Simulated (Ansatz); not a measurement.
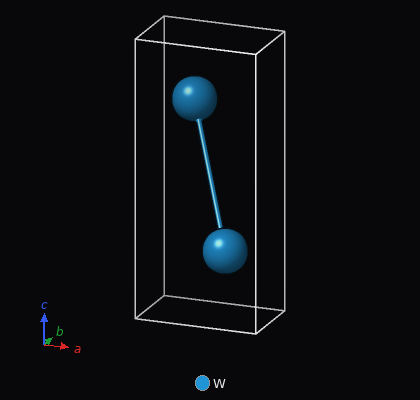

W, space group P6_3/mmc (No. 194), a = 2.776 Å, b = 2.776 Å, c = 4.951 Å, α = 90.00°, β = 90.00°, γ = 120.00°. Origin: the end point of a relaxation with DFT PBE, scalar-relativistic, plane waves, PAW in Ansatz 0.2.0; the starting structure was generated, so it need not be a known form of this composition. Forms under 0.4 % of the area are left out.

**Which faces does the BFDH rule predict for this crystal?**

The forms computed, by share of the surface:

```json
{"form": "{100}", "faces": "6", "d (Å)": "2.404", "share of area (%)": "38.7"}
{"form": "{101}", "faces": "12", "d (Å)": "2.163", "share of area (%)": "38.0"}
{"form": "{002}", "faces": "2", "d (Å)": "2.476", "share of area (%)": "23.3"}
```

The crystal is roughly equant (blocky). Widths along a, b and c stand as 1.00 : 1.00 : 0.84.

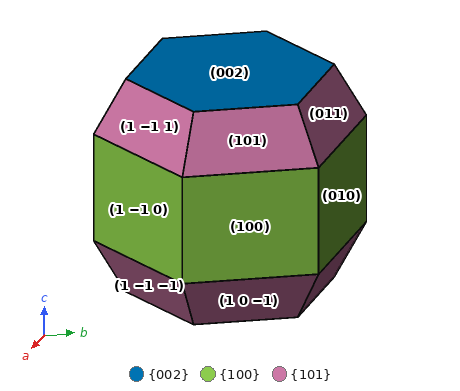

The computed shape, faces indexed. The rule is geometric and ignores bonding and growth conditions.
